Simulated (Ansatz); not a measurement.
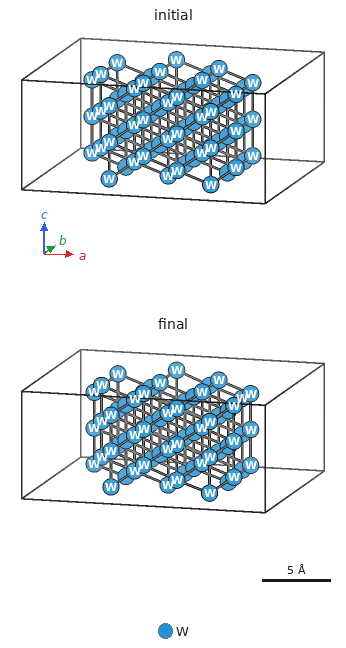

The structure of a wire of composition W before (top) and after (bottom) a relaxation, at one scale.

A ball-and-stick model of the 3 repeat of the cell, with the vacuum cut short (origin shifted), seen slightly off an axis.

Case: wire along [1 1 1], 23 atoms a period.

The calculation used DFT PBE, scalar-relativistic, plane waves, PAW (Ansatz). Set-up: plane-wave cutoff 420 eV; k-point mesh 1 × 1 × 19; occupations gaussian; smearing width 0.05 eV; no spin polarisation; cell relaxed at fixed a, b, alpha, beta, gamma; force threshold 0.02 eV/Å; at most 45 steps.

Question: What changed between the two?

Answer: The energy falls by 1.877 eV per cell of the calculation in 5 accepted moves (7 points after the start). Largest force component: 2.1 eV/Å at the start, 0.0093 eV/Å at the end. The line search rejected the trial step at point 4 of the run. The SCF was repeated once at an unchanged geometry on a basis and grid sized afresh for the cell, which shifted the energy by 3.2 meV per cell of the calculation at most. The atom that moves furthest relative to the centre of the atoms is a W atom (0.20 Å). Along the periodic axis the drawn cell goes c 8.271 → 8.100 Å (−2.1 %). Among the contacts that change: W–W 2.757 → 2.563 Å, W–W 3.184 → 3.021 Å, W–W 2.757 → 2.596 Å, W–W 3.184 → 3.049 Å. Among the angles between lasting bonds that change: W–W–W 109.5° → 113.4°, W–W–W 70.5° → 74.4°, W–W–W 180.0° → 176.1°.
